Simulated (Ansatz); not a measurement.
# Calculations on HfN

### Relaxation

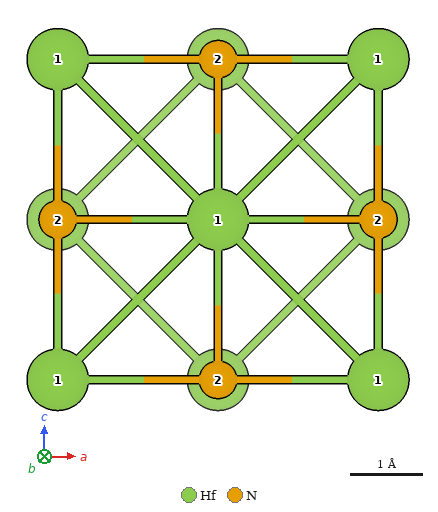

Crystalline HfN (set up in Fm-3m), before the relaxation. The picture is a ball-and-stick view of the conventional cell (4 times the calculation's cell), seen along the b axis. Lengths and directions refer to the drawn axes.

Case: relaxed at 3 GPa.

All numbers below come from DFT r2SCAN, scalar-relativistic, plane waves, PAW in Ansatz.

The input:
```yaml
crystal:
  lattice:
    - [0.0, 2.2413495308, 2.2413495308]
    - [2.2413495308, 0.0, 2.2413495308]
    - [2.2413495308, 2.2413495308, 0.0]
  atoms:
    - { symbol: Hf, position: [0.0, 0.0, 0.0] }
    - { symbol: "N", position: [0.5, 0.5, 0.5] }
basis:
  ecutwfc: 500
kpoints:
  mp_grid: { grid: [16, 16, 16] }
hamiltonian:
  xc: r2scan
scf:
  occupations: { method: gaussian, width: 0.1 }
output:
  forces: true
  stress: true
  eigenvalues: true
relax:
  adjacent_minimum: "off"
  f_tol: 0.008
  max_steps: 50
  cell: { stress_tol: 0.08, p_target: 3.0 }
```

Launched with:
```bash
ansatz run input.yaml --threads 1 --pin off --max-ram 2560MiB --backend cpu --events-out ev --progress --plain --runs-dir out
```

> What does the optimiser find from here?

No atom moves by more than 0.005 Å relative to the cell. The volume changes by +1.8 %, with a = b = c 4.483 → 4.510 Å (+0.6 %). Some distances before and after: Hf1–Hf1 3.170 → 3.189 Å, Hf1–N2 2.241 → 2.255 Å. The space group stays Fm-3m (No. 225). Over 3 accepted moves (5 points after the start) the energy falls by 7.3 meV per atom. With the target pressure of 3 GPa, the enthalpy E + pV changes by −3.5 meV per atom. All forces vanish by symmetry, so only the cell relaxes. The pressure goes from 8.51 to 3.00 GPa. At 2 points the geometry stayed and the basis and grid were re-selected for the new cell (energy shift of 0.1 meV per atom at most each time). Cost: 81 s on 1 thread of AMD EPYC (Zen 3), with other jobs on the host, peak memory 0.47 GiB.

Step by step:

```tsv
step	E − E(0), meV/atom	pressure, GPa	volume, Å³/atom	note
0	0.00	8.51	11.260	
1	-8.31	0.26	11.574	
2	-7.29	2.92	11.468	
3	-7.35	2.92	11.468	same geometry, new basis
4	-7.30	3.00	11.464	
5	-7.30	3.00	11.464	same geometry, new basis
```

### Relaxation

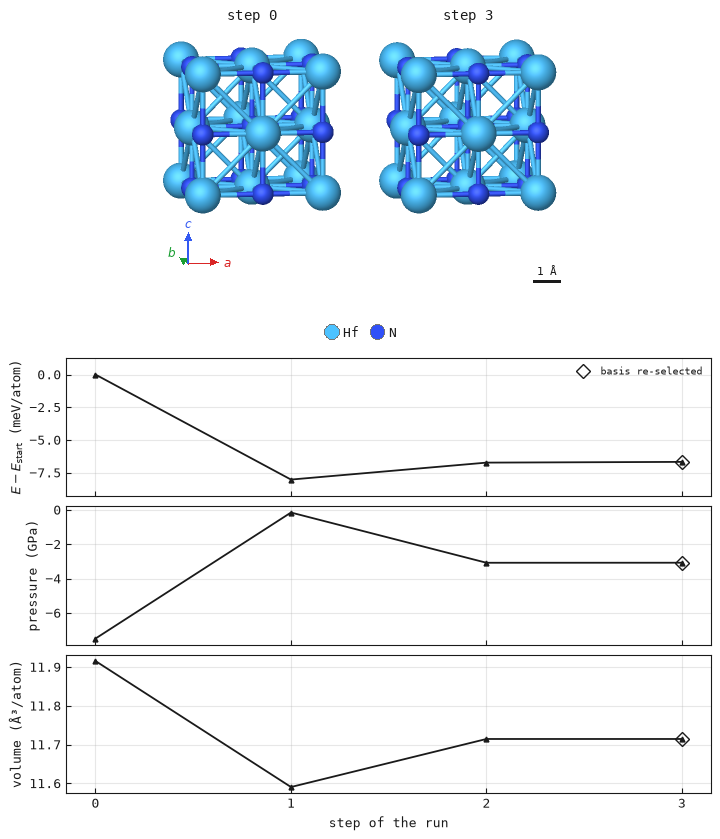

First and last geometry of a relaxation of solid HfN (set up in Fm-3m), with the history of the run. Style: ball-and-stick. Shown: the conventional cell (4 times the calculation's cell), slightly off an axis. Lengths and directions refer to the drawn axes.

Case: relaxed at -3 GPa.

Computed with Ansatz, DFT r2SCAN, scalar-relativistic, plane waves, PAW. (plane-wave cutoff 500 eV; k-point mesh 16 × 16 × 16; occupations gaussian; smearing width 0.1 eV; target pressure -3 GPa; no spin polarisation; cell and atoms relaxed; force threshold 0.008 eV/Å; at most 50 steps)

Did the run converge, and what did it change?

It converged. The atoms keep their places relative to the cell (all moves are under 0.005 Å). The drawn cell changes as follows: a = b = c 4.568 → 4.542 Å (−0.6 %); the volume changes by −1.7 %. Among the contacts that change: Hf–Hf 3.230 → 3.212 Å, Hf–N 2.284 → 2.271 Å. The space group stays Fm-3m (No. 225). After 2 accepted moves (3 points after the start) the energy has fallen by 6.7 meV per atom. With the target pressure of -3 GPa, the enthalpy E + pV changes by −2.9 meV per atom. All forces vanish by symmetry, so only the cell relaxes. The pressure goes from −7.49 to −3.08 GPa. The SCF was repeated once at an unchanged geometry on a basis and grid sized afresh for the cell, which shifted the energy by 0.1 meV per atom at most.

### Series

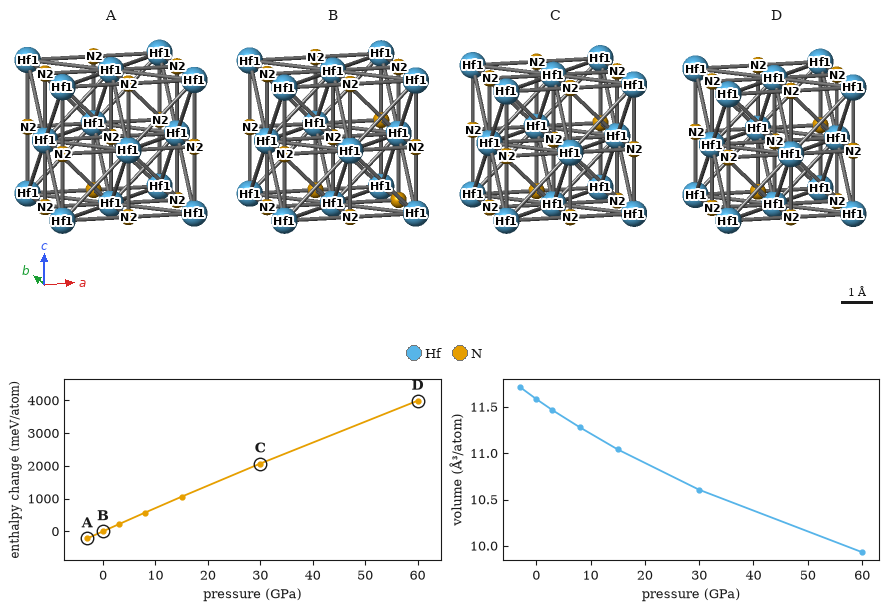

Members of a series of calculations on a crystal of HfN (set up in Fm-3m), marked on the first curve. Style: ball-and-stick. Shown: the conventional cell (4 times the calculation's cell), slightly off an axis. Lengths and directions refer to the drawn axes.

These are results of DFT r2SCAN, scalar-relativistic, plane waves, PAW in Ansatz, not measurements. Set-up: plane-wave cutoff 500 eV; k-point mesh 16 × 16 × 16; occupations gaussian; smearing width 0.1 eV; no spin polarisation.

### Describe the series.

The structure is relaxed at several pressures. A (pressure −3.0 GPa): enthalpy change −218 meV/atom, volume 11.71 Å³ per atom. B (pressure 0.0 GPa): enthalpy change 0.0 meV/atom, volume 11.59 Å³ per atom. C (pressure 30.0 GPa): enthalpy change 2071 meV/atom, volume 10.61 Å³ per atom. D (pressure 60.0 GPa): enthalpy change 3990 meV/atom, volume 9.93 Å³ per atom. The rest compares A with D. The volume changes by −15.2 %, with a = b = c 4.542 → 4.299 Å (−5.4 %). Among the bonded contacts that change: Hf–Hf 3.212 → 3.040 Å, Hf–N 2.271 → 2.149 Å.
